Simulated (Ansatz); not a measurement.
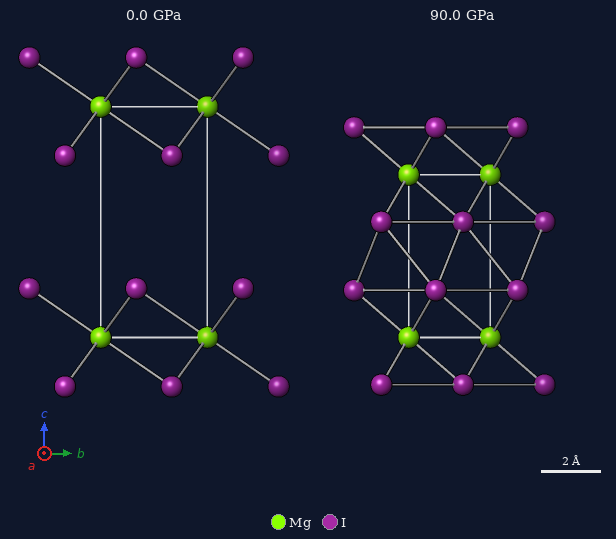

Crystalline MgI2 (set up in P-3m1), relaxed (cell and atoms) at several target pressures. The picture shows the first and the last member. A ball-and-stick model of the cell of the calculation, seen along the a axis.

Computed with Ansatz 0.2.0: DFT PBE, scalar-relativistic, plane waves, PAW. (plane-wave cutoff 420 eV; k-point mesh 6 × 6 × 4 at 0.0 to 25.0, 12 × 12 × 6 at 50.0 and 90.0 GPa; occupations gaussian; smearing width 0.02 eV; no spin polarisation; cell and atoms relaxed; force threshold 0.008 eV/Å)

```
pressure (GPa)  volume (Å³/atom)  a (Å)  c (Å)  band gap (eV)
           0.0            40.242  4.208  7.874           3.63
           1.0            34.677  4.154  6.961           3.56
           4.0                 ?      ?      ?              ?
          12.0            26.194  3.840  6.155           2.95
          25.0            22.753  3.644  5.936           2.46
          50.0            19.345  3.417  5.739           1.60
          90.0            16.542  3.212  5.553           0.50
```

Fill in the missing row.

Answer. Murnaghan's form V = V₀(1 + B′P/B₀)^(−1/B′), with V₀ = 40.242 Å³ from the row at zero pressure, fits the other rows with B₀ = 6.0 GPa and B′ = 5.24 (largest miss 1.022 Å³). At 4.0 GPa it gives 40.242 × (1 + 5.24 × 4.0/6.0)^(−1/5.24) = 30.210 Å³ per atom. One smooth curve fits the rows poorly, so the structure changes its way of compressing along the series. The calculation gives 30.622 Å³/atom (a = 4.039 Å, c = 6.504 Å). The estimate is 0.412 Å³/atom too low. For the gap a parabola through the rows 0.0, 1.0, 12.0 gives 3.36 eV, and the calculation 3.32 eV (semilocal gaps, lower than measured ones as a rule). From the first member to the last: I–I 5.139 → 2.979 Å, I–I 4.208 → 3.212 Å, I–Mg 2.950 → 2.456 Å.

The whole series:

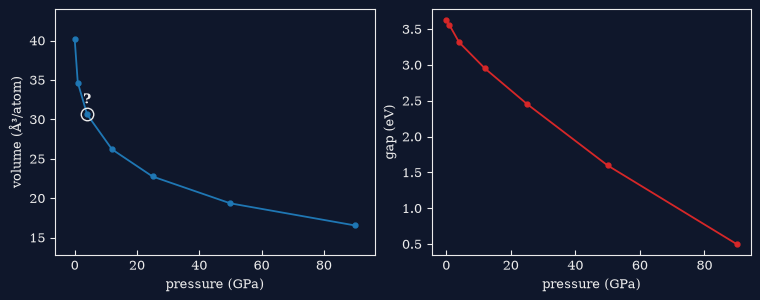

Each member starts from this one structure; whether another phase lies lower wasn't checked.

Limits of the set-up: layers or molecules are held without a dispersion correction, so their spacing is unreliable.
